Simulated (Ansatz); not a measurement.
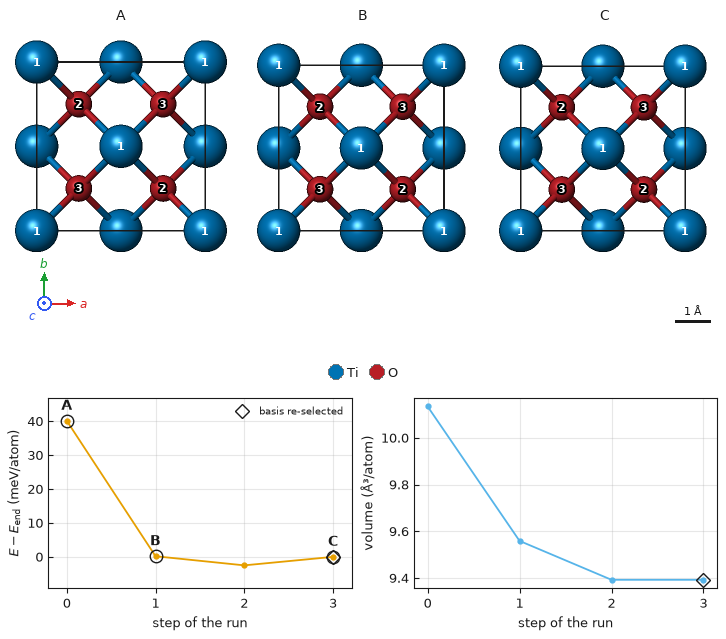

Frames of a relaxation of a crystal of TiO2 (a generated structure, set up in Fm-3m) (coarse preliminary run), marked on the history of the run. A ball-and-stick model of the conventional cell (4 times the calculation's cell), seen along the c axis. Lengths and directions refer to the drawn axes.

Case: Zr → Ti on all its sites, cell and atoms relaxed.

Computed with DFT PBE, scalar-relativistic, plane waves, PAW in Ansatz. Settings: plane-wave cutoff 420 eV; k-point mesh 8 × 8 × 8; occupations gaussian; smearing width 0.1 eV; no spin polarisation; cell and atoms relaxed; force threshold 0.05 eV/Å; at most 60 steps.

What happens along the run?

Answer. No atom moves by more than 0.005 Å relative to the cell. The volume changes by −7.3 %, with a = b = c 4.954 → 4.830 Å (−2.5 %). Near-neighbour distances that change, for instance: Ti1–O2 2.145 → 2.092 Å. The space group stays Fm-3m (No. 225). Over 2 accepted moves (3 points after the start) the energy falls by 40.1 meV per atom. All forces vanish by symmetry, so only the cell relaxes. The pressure goes from −16.09 to −0.08 GPa. At 1 point the geometry stayed and the basis and grid were re-selected for the new cell (energy shift of 2.5 meV per atom at most each time). Cost: 2.3 s on 1 thread of Intel(R) Xeon(R) 6975P-C (Granite Rapids), on a shared host, peak memory 0.34 GiB. From step 0 to 1: volume −5.7 %, energy −39.9 meV per atom. From step 1 to 3: volume −1.7 %, energy −0.2 meV per atom.
